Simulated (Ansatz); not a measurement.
As

The calculation's input:

```
crystal:
  lattice:
    - [2.6623766932, 0.0, 0.0]
    - [0.0, 2.6623766932, 0.0]
    - [0.0, 0.0, 2.6624976559]
  atoms:
    - { symbol: As, position: [0.0, 0.0, 0.0] }
basis:
  ecutwfc: 420
kpoints:
  mp_grid: { grid: [16, 16, 16] }
hamiltonian:
  xc: pbesol
  dispersion: d3bj
scf:
  occupations: { method: gaussian, width: 0.1 }
output:
  forces: true
  stress: true
  eigenvalues: true
  write_density: true
  write_potential: true
  elf: true
  volumetric_format: npy
relax:
  adjacent_minimum: "off"
  f_tol: 0.01
  max_steps: 60
  cell: { stress_tol: 0.1 }
```

Run with:

```sh
ansatz run input.yaml --threads 1 --pin off --max-ram 2560MiB --backend cpu --events-out ev --progress --plain --runs-dir out
```

Below, planes, directions and counts refer to the conventional cell (a = 2.66 Å, b = 2.66 Å, c = 2.66 Å, α = 90.00°, β = 90.00°, γ = 90.00°).

The fields are those of the run's last geometry, not of the input's.

Space group Pm-3m; computed without spin polarisation.

Computed with DFT PBEsol+D3(BJ), scalar-relativistic, plane waves, PAW in Ansatz 0.2.0.

**What can the converged valence pseudo-density and electron localisation function tell about the bonding?**

As–As (2.66 Å): the density is about 0.38 e/Å³ at the midpoint; the ELF peaks at about 0.65 between the atoms.

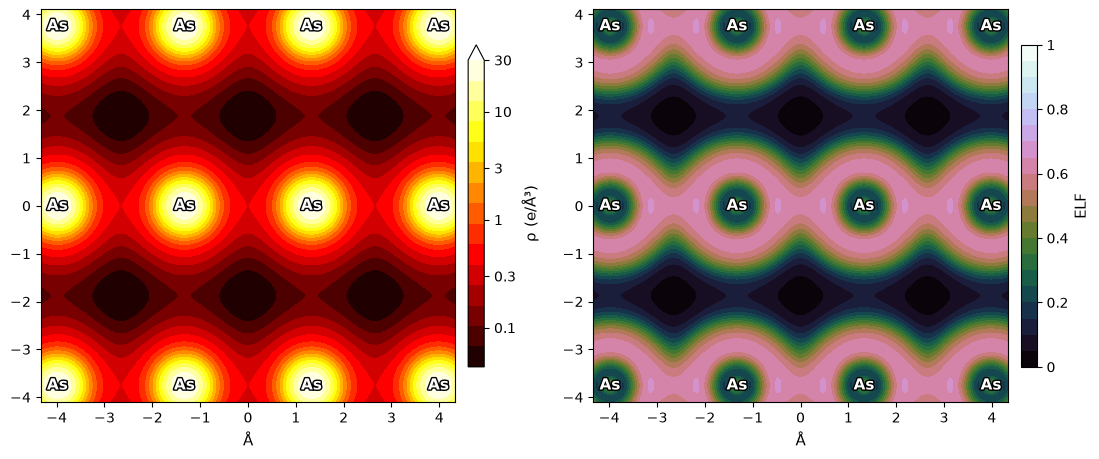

Computed valence pseudo-density and electron localisation function on the (011) plane of the conventional cell, in this order. 

In a PAW calculation such maps are meaningful between the atoms, not at the nuclei.
